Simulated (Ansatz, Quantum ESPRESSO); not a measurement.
# stanene, 1 layer: the dipole at a withheld member of a series

Method. Quantum ESPRESSO 7.5, PBE, PseudoDojo fully relativistic norm-conserving. Cell and atoms are relaxed without a field with a D3(BJ) correction and then held. Sawtooth field with dipole correction, 17 Å of vacuum in the starting cell, Fermi-Dirac smearing of 0.002 Ry; bands along a path at each field. Spin-orbit coupling with fully relativistic files. The series steps the field along the normal.

```tsv
field along the normal	dipole (e Å)
0 V/Å	0.0000
0.1 V/Å	0.0390
0.2 V/Å	0.0780
0.4 V/Å	0.1563
```

**Question.** What is the dipole at 0.3 V/Å?

**Worked estimate.** The rows at 0.2 V/Å and 0.4 V/Å give a slope of (0.1563 − (0.0780))/(0.4 − (0.2)) = 0.3915, so a straight line gives 0.1171 e Å. A parabola through these and the row at 0.1 V/Å gives 0.1171 e Å.

**The withheld run.** 0.1170 e Å. The line misses by +0.0001 and the parabola by +0.0001 e Å. Both misses are under 5 % of the step from the nearer row.

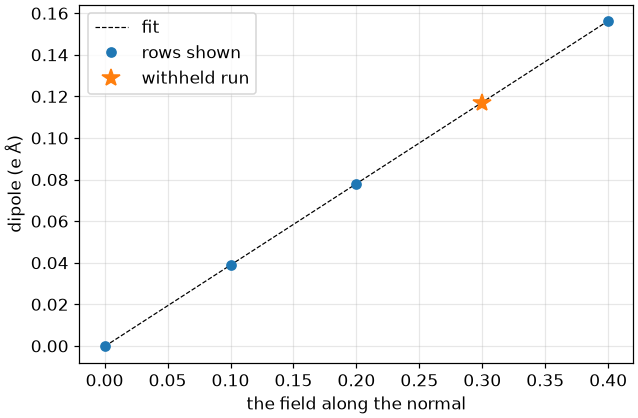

The rows shown, the fit and the withheld run.

Caveats: Ions are held; semilocal gaps are too small; in strong fields empty levels can belong to the vacuum; one stacking. Members without a usable value, or on the other side of zero field or charge, are not listed.

[Logs are printed without paths, hosts, clocks, repeated set-up lines and the standing remarks that a program may print on its own settings, such as how far it seeks lower states.]
